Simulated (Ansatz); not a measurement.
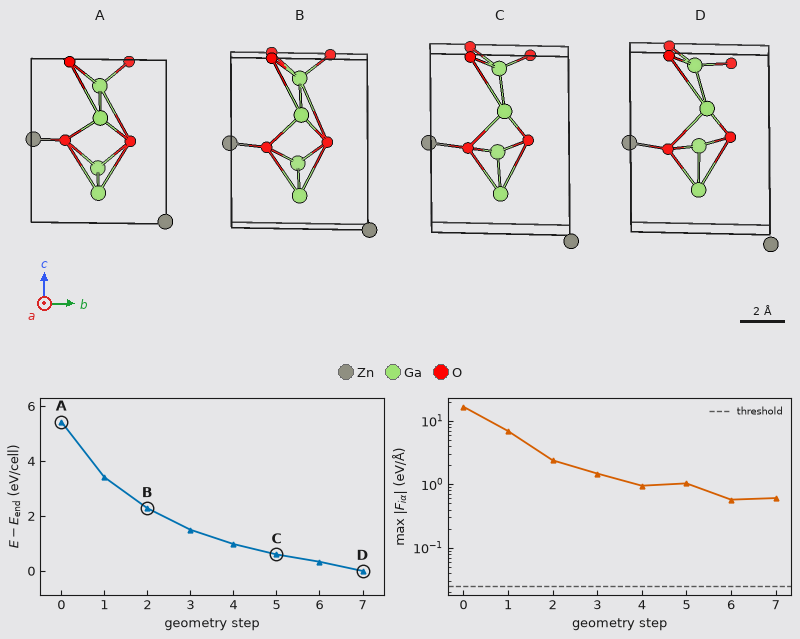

Frames of a relaxation of a crystal of ZnGa2O2 (a generated structure, set up in P1) (coarse preliminary run), marked on the history of the run. A ball-and-stick model of the cell of the calculation, seen along the a axis.

Method: Ansatz 0.2.0, DFT PBE, scalar-relativistic, plane waves, PAW. Settings: plane-wave cutoff 420 eV; k-point mesh 6 × 4 × 4; occupations gaussian; smearing width 0.2 eV; no spin polarisation; cell and atoms relaxed; force threshold 0.025 eV/Å; at most 60 steps.

### Describe the path.

The run was cut off at its time limit before the relaxation converged, so the last structure is only a point on the way. After 7 geometry steps the energy has fallen by 5.436 eV per cell of the calculation. The largest force component goes from 17 to 0.61 eV/Å. Pressure: 8.74 GPa at the start and −0.30 GPa at the end. The atom that moves furthest relative to the cell is a Ga atom (0.88 Å along [1 0 1]). Largest moves by element: Ga 0.88 Å, O 0.75 Å, Zn 0.58 Å. The volume changes by +2.8 %, with a 4.218 → 3.903 Å (−7.5 %), b 6.154 → 6.329 Å (+2.8 %), c 7.461 → 8.213 Å (+10.1 %), α 90.8° → 91.7°, β 88.9° → 100.9°, γ 90.3° → 90.5°. Some distances before and after: Ga–O 2.971 → 4.690 Å, Ga–O 2.881 → 3.905 Å, Ga–O 2.921 → 3.867 Å, Ga–O 2.892 → 1.995 Å. Bond angles that change, for instance: Ga–Ga–Ga 124.1° → 165.8°, Ga–Ga–Ga 122.8° → 94.8°, Ga–Ga–Ga 131.2° → 157.5°. The space group stays P1 (No. 1). Cost: 9.4 min on 1 thread of Intel(R) Xeon(R) Processor @ 2.70GHz (shared host), peak memory 0.73 GiB. From step 0 to 2: an O atom moves most (0.35 Å), volume +0.5 %, energy −3.152 eV per cell of the calculation. From step 2 to 5: a Ga atom moves most (0.50 Å), volume +1.0 %, energy −1.683 eV per cell of the calculation. From step 5 to 7: an O atom moves most (0.41 Å), volume +1.3 %, energy −0.601 eV per cell of the calculation.
